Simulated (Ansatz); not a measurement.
# Geometry relaxation of Cl (part 3 of 3)

Cl (Cmce, 4 atoms in the cell); DFT PBEsol, scalar-relativistic, plane waves, PAW, no spin polarisation (Ansatz 0.2.0); cutoff 420 eV, 8×8×4 k-mesh, Gaussian smearing of 0.02 eV. The structure derives from an entry of the Crystallography Open Database.

Geometry of the input (Å; fractional positions):
```
3.1200  -2.2400  0.0000
3.1200  2.2400  0.0000
0.0000  0.0000  8.2600
Cl 0.1300  0.8700  0.1000
Cl 0.6300  0.3700  0.4000
Cl 0.8700  0.1300  0.9000
Cl 0.3700  0.6300  0.6000
```

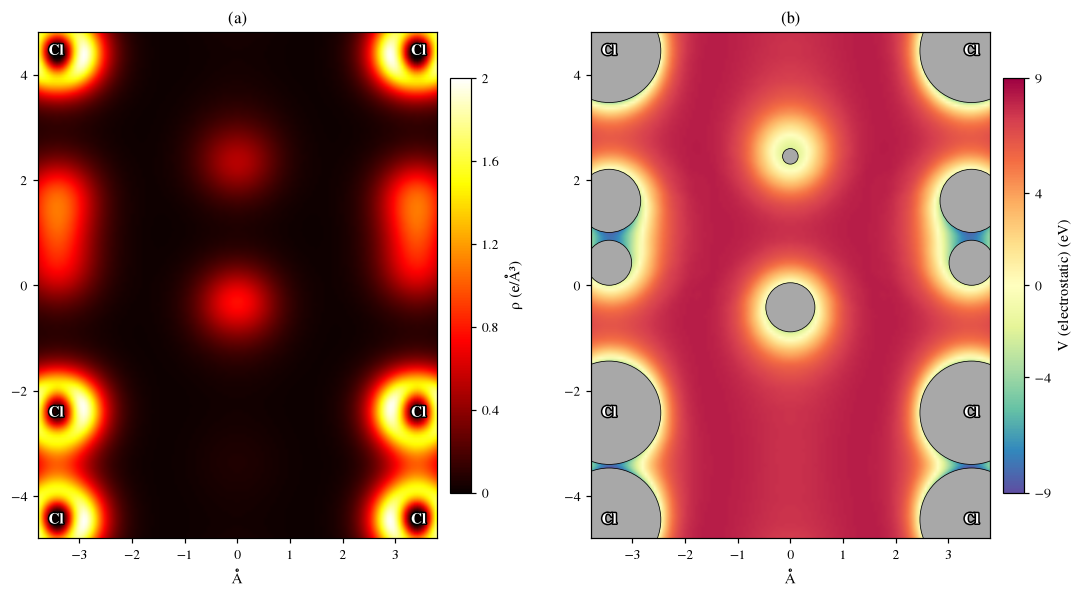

Fig. 1: (a) valence electron density; (b) electrostatic potential energy of an electron on the (011) plane of the conventional cell. Grey discs, where drawn, cover atomic cores. The section cuts through Cl sites. Cl–Cl (2.03 Å): the density is about 1 e/Å³ at the midpoint. Away from the nuclei the density in this plane falls to 0.01 e/Å³ at its lowest. Outside the cores the potential energy rises away from the atoms and is highest about 2.0 Å from the nearest atoms; outside the discs it spans about 16 eV, and its zero is arbitrary. Core electrons are frozen (PAW), so the fields are smoothed inside the atomic spheres.

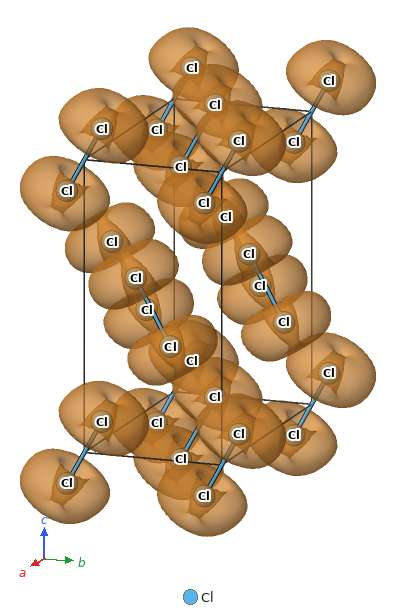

Fig. 2: Isosurface of the ELF at 0.75 (orange), seen slightly off an axis. Only the valence region is drawn (cores and ρ < 0.01 e/Å³ removed). Sticks mark near contacts. The outline is the cell set on symmetry axes. Values along the shortest contacts: Cl–Cl (2.03 Å): the ELF peaks at about 0.70 between the atoms, which marks a covalent bond.
